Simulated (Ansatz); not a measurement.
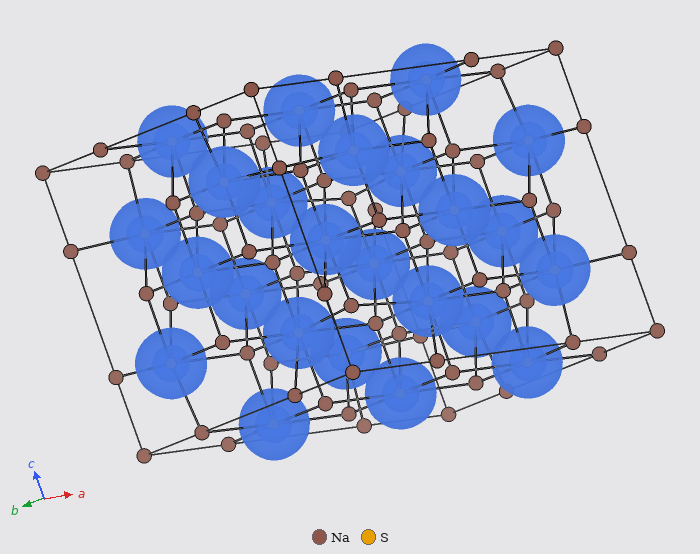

Na11S5 (cell with a defect). Isosurface of the ELF at 0.8 (blue), seen at an oblique angle. Only the valence region is drawn (cores and ρ < 0.01 e/Å³ removed). Sticks mark near contacts.

Spin-polarised.

Computed with DFT PBE, scalar-relativistic, plane waves, PAW (Ansatz).

In a PAW calculation such maps are meaningful between the atoms, not at the nuclei.

Where are the electrons localised?

The surface consists of 15 regions wrapped around S (the valence shell of each), counted in one cell of 48 atoms. Any copies at cell faces, edges or corners count once. Profiles from the grid: Na–S (2.79 Å): the ELF peaks at about 0.85 in the valence shell of S, 0.9 Å from its nucleus, and is about 0.55 at the midpoint. Na–S (2.86 Å): the ELF peaks at about 0.85 in the valence shell of S, 0.9 Å from its nucleus, and is about 0.55 at the midpoint.

Does the calculation make it a metal, or give it a gap?

It is gapless in this calculation (a metal or semimetal).
